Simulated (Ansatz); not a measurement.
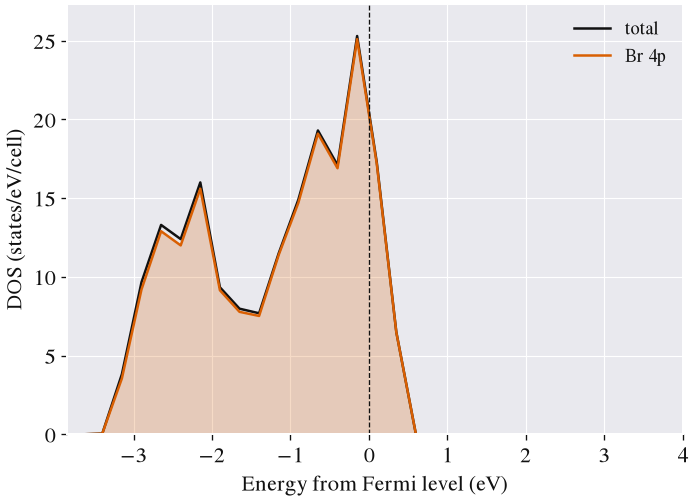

Simulated data, not a measurement (program: Ansatz).

Density of states. Energies are counted from the Fermi level. The partial curves are projected on Löwdin-orthogonalised atomic shells.

Input of the run:

```
crystal:
  lattice:
    - [-4.348021, 4.348021, 3.920807]
    - [4.348021, -4.348021, 3.920807]
    - [4.348021, 4.348021, -3.920807]
  atoms:
    - { symbol: Br, position: [0.361, 0.804, 0.557] }
    - { symbol: Br, position: [0.804, 0.747, 0.443] }
    - { symbol: Br, position: [0.747, 0.804, 0.943] }
    - { symbol: Br, position: [0.804, 0.361, 0.057] }
    - { symbol: Br, position: [0.639, 0.196, 0.443] }
    - { symbol: Br, position: [0.196, 0.639, 0.943] }
    - { symbol: Br, position: [0.253, 0.196, 0.057] }
    - { symbol: Br, position: [0.196, 0.253, 0.557] }
    - { symbol: Li, position: [0.125, 0.875, 0.25] }
    - { symbol: Li, position: [0.875, 0.125, 0.75] }
  symmetry: { tolerance: 0.0003 }
kpoints:
  mp_grid: { grid: [6, 6, 6], shift: [0, 0, 0] }
  band_path:
    path:
      - [0.0, 0.0, 0.0]
      - [0.0, 0.0, 0.5]
      - [-0.5, 0.5, 0.5]
      - [0.0, 0.0, 0.0]
      - [0.45328609, 0.45328609, -0.45328609]
      - [-0.45328609, 0.54671391, 0.45328609]
      - [-0.5, 0.5, 0.5]
      - [0.0, 0.0, 0.5]
      - [0.25, 0.25, 0.25]
      - [0.0, 0.5, 0.0]
      - [0.0, 0.0, 0.0]
    npoints: 6
magnetization:
  spin_polarized: false
scf:
  occupations: { method: fermi_dirac }
  lower_state_search: "off"
  max_iter: 200
hamiltonian:
  pseudopotentials: { kind: paw }
  xc: pbe
basis:
  ecutwfc: 420
  fft_grid_basis: typed
output:
  forces: true
  stress: true
  eigenvalues: true
  bader: true
  populations: true
  elf: true
  write_potential: true
  volumetric_format: npy
  dos:
    e_range: [-12, 8]
    de: 0.05
    projected: { site_lists: { Br: [Br], Li: [Li] } }
checkpoint:
  read: saved_state
```

**What is the density of states at the Fermi level?**

It is a metal. The density of states at the Fermi level isn't well fixed here: it changes fast, and within 0.3 eV it runs from 8.7 to 25 per eV and cell.

**Where is the tallest peak in the window, and which states make it?**

The tallest peak in the window is at −0.2 eV; by projected weight it is Br 4p almost alone.

**Which states dominate at the Fermi level?**

By projected weight, the states within 0.3 eV of the Fermi level are Br 4p almost alone.

The structure was built from a prototype or by substitution, so it need not be a known phase. The run has no spin polarisation, and a density of states this high at the Fermi level may favour a magnetic state.
